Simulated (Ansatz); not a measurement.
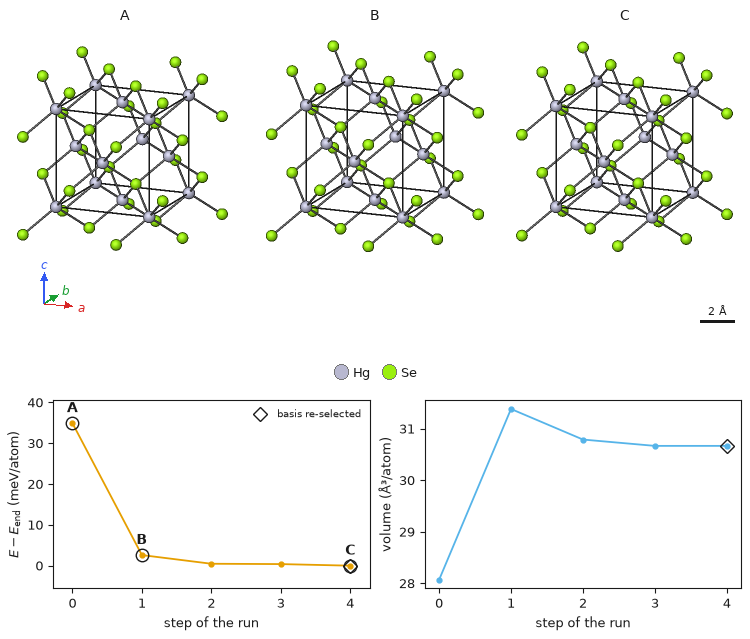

Frames of a relaxation of solid HgSe (set up in F-43m), marked on the history of the run. Style: ball-and-stick. Shown: the conventional cell (4 times the calculation's cell), slightly off an axis. Lengths and directions refer to the drawn axes.

The calculation used Ansatz 0.2.0, DFT PBE, scalar-relativistic, plane waves, PAW. Settings: plane-wave cutoff 420 eV; k-point mesh 12 × 12 × 12; occupations gaussian; smearing width 0.1 eV; no spin polarisation; cell and atoms relaxed; force threshold 0.005 eV/Å; at most 80 steps.

### Describe the path.

After 3 accepted moves (4 points after the start) the energy has fallen by 34.9 meV per atom. All forces vanish by symmetry, so only the cell relaxes. The pressure goes from 4.71 to −0.01 GPa. At 1 point the geometry stayed and the basis and grid were re-selected for the new cell (energy shift of 0.4 meV per atom at most each time). The atoms keep their places relative to the cell (all moves are under 0.005 Å). Cell: a = b = c 6.078 → 6.260 Å (+3.0 %). Volume +9.3 %. Among the contacts that change: Hg–Se 2.632 → 2.711 Å. The space group stays F-43m (No. 216). From step 0 to 1: volume +11.8 %, energy −32.3 meV per atom. From step 1 to 4: volume −2.3 %, energy −2.6 meV per atom.

| step | E − E(0), meV/atom | pressure, GPa | volume, Å³/atom | note |
| --- | --- | --- | --- | --- |
| 0 | 0.00 | 4.71 | 28.067 |  |
| 1 | -32.32 | -0.92 | 31.384 |  |
| 2 | -34.44 | -0.16 | 30.791 |  |
| 3 | -34.52 | 0.01 | 30.668 |  |
| 4 | -34.91 | -0.01 | 30.668 | same geometry, new basis |
